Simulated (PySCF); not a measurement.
**C4H9N (SMILES C1CCNC1): density, localisation and related maps**

```json
{"atom": "C", "x (Å)": "-1.0116", "y (Å)": "-0.6359", "z (Å)": "-0.1959"}
{"atom": "C", "x (Å)": "0.4513", "y (Å)": "-1.0867", "z (Å)": "-0.3439"}
{"atom": "C", "x (Å)": "1.2495", "y (Å)": "0.0841", "z (Å)": "0.2285"}
{"atom": "N", "x (Å)": "0.4519", "y (Å)": "1.2218", "z (Å)": "-0.1846"}
{"atom": "C", "x (Å)": "-0.9263", "y (Å)": "0.8693", "z (Å)": "0.1143"}
{"atom": "H", "x (Å)": "-1.5112", "y (Å)": "-1.1653", "z (Å)": "0.6146"}
{"atom": "H", "x (Å)": "-1.5694", "y (Å)": "-0.8182", "z (Å)": "-1.1124"}
{"atom": "H", "x (Å)": "0.7003", "y (Å)": "-1.2114", "z (Å)": "-1.3964"}
{"atom": "H", "x (Å)": "0.6558", "y (Å)": "-2.0200", "z (Å)": "0.1772"}
{"atom": "H", "x (Å)": "2.2552", "y (Å)": "0.1574", "z (Å)": "-0.1886"}
{"atom": "H", "x (Å)": "1.3303", "y (Å)": "-0.0114", "z (Å)": "1.3257"}
{"atom": "H", "x (Å)": "0.7344", "y (Å)": "2.0863", "z (Å)": "0.2639"}
{"atom": "H", "x (Å)": "-1.5960", "y (Å)": "1.4653", "z (Å)": "-0.5090"}
{"atom": "H", "x (Å)": "-1.1890", "y (Å)": "1.0501", "z (Å)": "1.1700"}
```

Geometry: GFN2-xTB, coordinate held.

Method: PBE0/pcSseg-1, SCF density, gas phase, non-relativistic in PySCF 2.14.0.

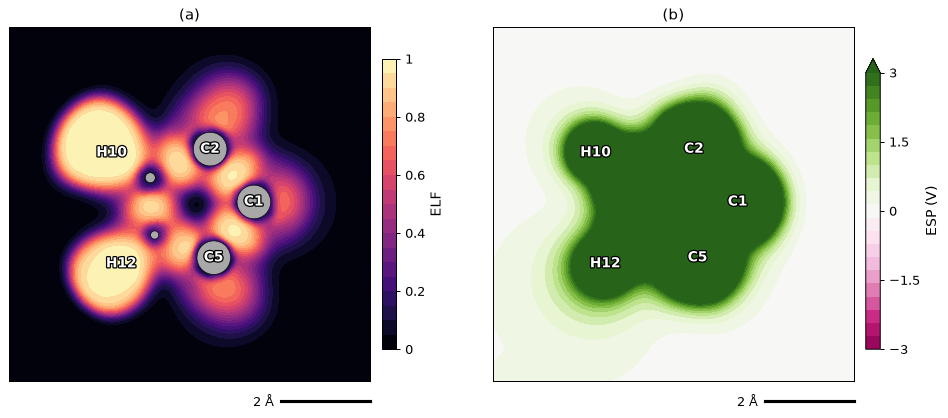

Figure 1. (a) ELF; (b) molecular electrostatic potential on the plane of atoms C2, C1 and C5. Grey discs cover the atomic cores in the ELF map.

> Describe what can be read from this map.

The section cuts through C and H sites.
C–C (1.54 Å): the ELF peaks at about 0.95 between the atoms; a covalent bond.
The potential has no marked negative region in this plane.

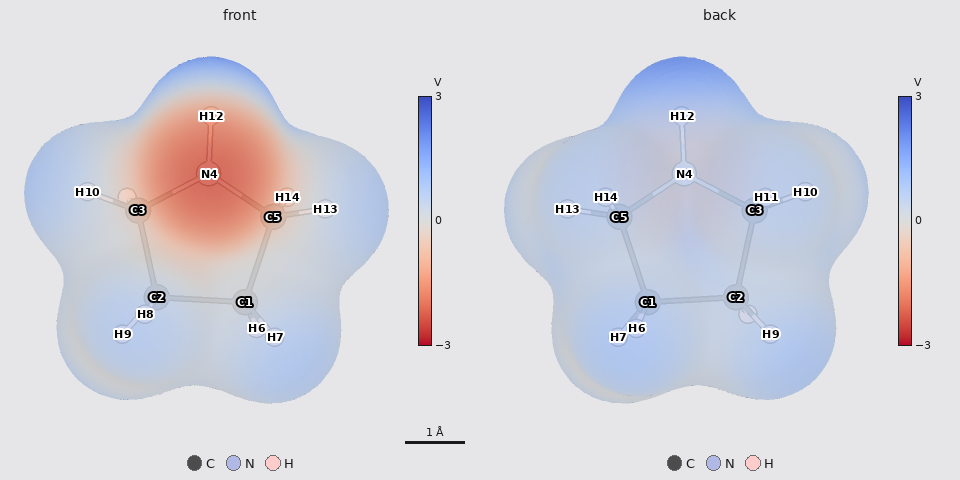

Figure 2. The electrostatic potential painted on the density surface at 0.004 e/bohr³, seen from the front and from behind; the colour scale runs from red (negative) to blue (positive).

> Where is the surface potential most negative and most positive?

The most negative region (about −2.2 V) lies over N4, the most positive (about +1.7 V) over H12. N4 is the likeliest acceptor of a hydrogen bond.

> What dipole moment does the calculation give?

Its dipole moment is 0.97 D.

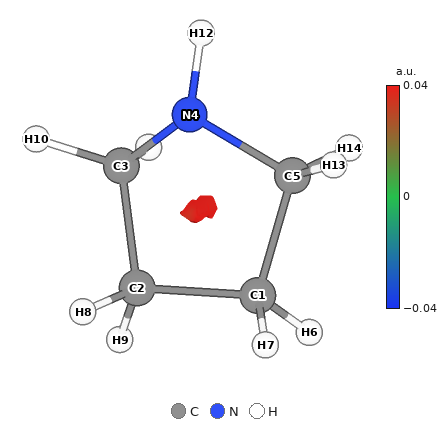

Figure 3. Non-covalent interaction (NCI) plot: the surface where the reduced density gradient is 0.4, for densities under 0.05 a.u., coloured by sign(λ₂)ρ; seen at a tilt.

> What holds or crowds the atoms apart from the covalent bonds?

Inside the ring or cage of C1, C2, C3, N4 and C5: steric crowding (red).
